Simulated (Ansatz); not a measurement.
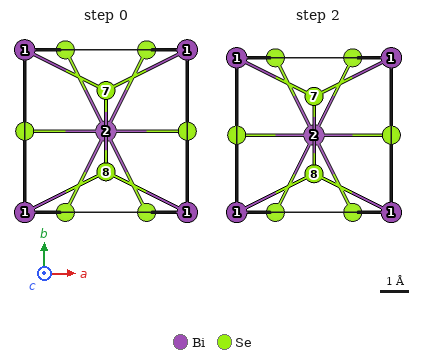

The structure of a crystal of BiSe$_{3}$ (a generated structure, set up in Pm-3n) (coarse preliminary run) before (left) and after (right) a relaxation, at one scale.

Style: ball-and-stick. Shown: the cell of the calculation, along the c axis.

Method: DFT PBE, scalar-relativistic, plane waves, PAW (Ansatz). Settings: plane-wave cutoff 420 eV; k-point mesh 4 × 4 × 4; occupations gaussian; smearing width 0.1 eV; no spin polarisation; cell and atoms relaxed; force threshold 0.04 eV/Å; at most 70 steps.

Describe what moved and what it gained.

Answer. After 1 accepted move (2 points after the start) the energy has fallen by 0.768 eV per cell of the calculation. All forces vanish by symmetry, so only the cell relaxes. The pressure goes from −7.05 to 0.01 GPa. At 1 point the geometry stayed and the basis and grid were re-selected for the new cell (energy shift of 3.4 meV per cell of the calculation at most each time). The atoms keep their places relative to the cell (all moves are under 0.005 Å). The volume changes by −13.9 %, with a = b = c 6.019 → 5.725 Å (−4.9 %). Among the contacts that change: Bi–Se 3.364 → 3.200 Å. The space group stays Pm-3n (No. 223).
